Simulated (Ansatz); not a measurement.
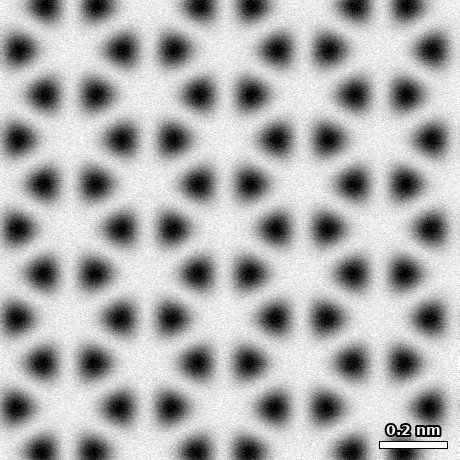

HRTEM-like image of Pt (P6_3/mmc, No. 194) along [001]. Simulated in the weak-phase-object approximation with neutral-atom potentials: 200 kV, Cs = 40 µm, defocus −120 Å (negative is underfocus), defocus spread 12 Å, aperture 0.96 1/Å. Shot noise and a slight drift were added. Model: a calculation's starting geometry; the starting structure was generated, so it need not be a known form of this composition.

### What point resolution do these settings give, and which lattice spacings pass?

About 1.0 Å (0.66 |Cs|^(1/4) λ^(3/4) with λ = 0.0251 Å). The spacings that carry visible contrast are {100} at 2.37 Å, {110} at 1.37 Å, {200} at 1.18 Å.

### Do the atom columns appear dark or bright, and why?

Dark. With positive Cs and underfocus sin χ is negative over the pass band, so the strongest columns (Pt) come out darker than the background.
